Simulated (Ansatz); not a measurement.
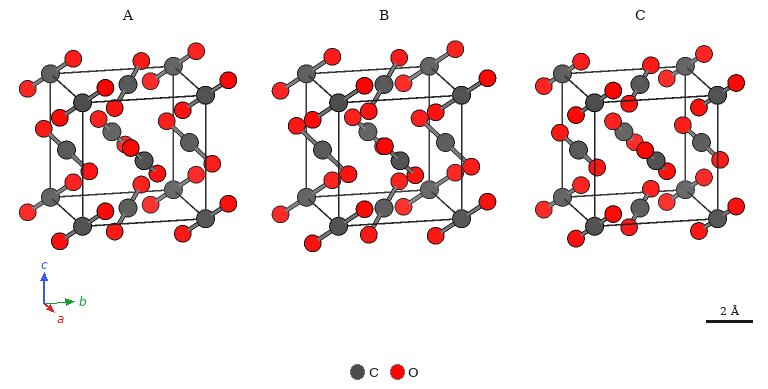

3 geometries from one relaxation of crystalline CO2 (set up in Pa-3), in shuffled order. Style: ball-and-stick. Shown: the cell of the calculation, slightly off an axis.

All numbers below come from DFT, PBE, plane-wave PAW, default files, scalar-relativistic (Ansatz 0.2.0). Settings: plane-wave cutoff 420 eV; k-point mesh 5 × 5 × 5; occupations fermi dirac; smearing width 0.01 eV; no spin polarisation; atoms relaxed in a fixed cell; force threshold 0.02 eV/Å; at most 60 steps.

**Put them in the order of the run, from the start to the converged end.**

B, A, C. They are steps 0, 1, 6, at +2762 meV per atom, +1344 meV per atom relative to the last. The largest moves, 0.46 Å, are those of O atoms. C stays in place. The cell stays as it was. Near-neighbour distances that change, for instance: C–O 1.626 → 1.168 Å. The space group stays Pa-3 (No. 205). The energy falls by 2762 meV per atom in 4 accepted moves (6 points after the start). The largest force component goes from 5.8 to 0.011 eV/Å. The line search rejected the trial step at point 3 of the run. 1 step only repeated the SCF at the same geometry. Cost: 69 s on 1 thread of Arm Neoverse N1, with other jobs on the host, peak memory 0.42 GiB.
